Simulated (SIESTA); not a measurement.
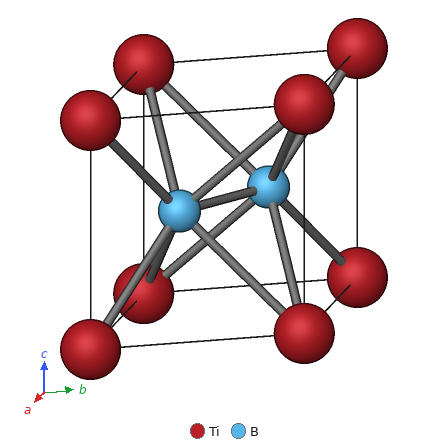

System: TiB₂, space group P6/mmm (No. 191). The picture shows the conventional cell.

Starting cell:
```xyz
3
Lattice="3.0292 0.0000 0.0000 -1.5146 2.6234 0.0000 0.0000 0.0000 3.2284" Properties=species:S:1:pos:R:3 pbc="T T T"
Ti    0.0000    0.0000    0.0000
B     1.5146    0.8745    1.6142
B     0.0000    1.7489    1.6142
```

Method: DFT in numerical atomic orbitals with pseudopotentials, no spin polarisation; energies at scaled volumes of the given cell, shape and fractions fixed, counted from the fit's minimum, third-order Birch-Murnaghan fit (SIESTA 5.4.2). Level: PBEsol.

```csv
setting,value
k mesh,10×10×8
occupations,Fermi–Dirac
smearing width,0.05 eV
potentials,"PseudoDojo 0.4 standard, converted to PSML, two zetas on semicore shells"
program settings,"basis DZP, mesh cutoff 800 Ry"
```

Predict the energy and pressure against volume. The volume takes the values 8.0386, 8.2096, 8.3807, 8.5517, 8.7227, 8.8938, 9.0648 Å³/atom.

A third-order Birch–Murnaghan fit gives V0 = 8.48 Å³/atom, B0 = 258 GPa and B′ = 3.6. The energy is 19.98 meV/atom at volume 8.0386 Å³/atom and 29.30 meV/atom at 9.0648 Å³/atom; the lowest computed point is at volume 8.5517 Å³/atom (0.48 meV/atom), in a single well. The pressure falls from 15.10 GPa at volume 8.0386 Å³/atom to −15.23 GPa at 9.0648 Å³/atom, and changes sign near 8.48 Å³/atom.

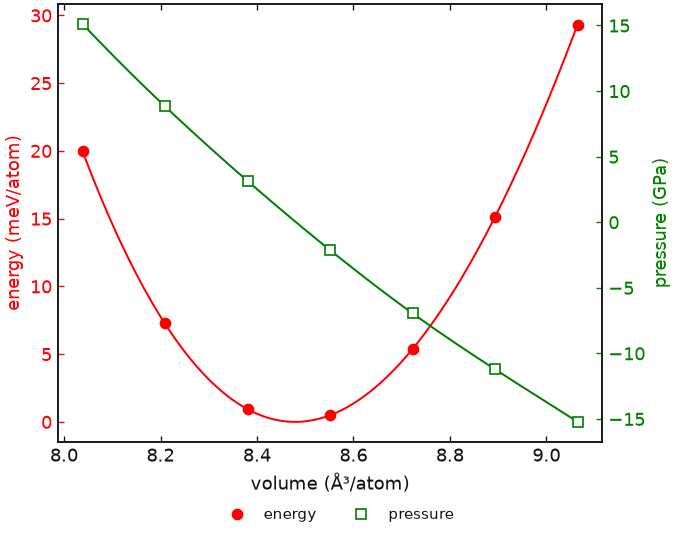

Note: mulliken charges of long orbitals; shape and atomic fractions are frozen while scaling, which makes layered, chain and framework solids too stiff.
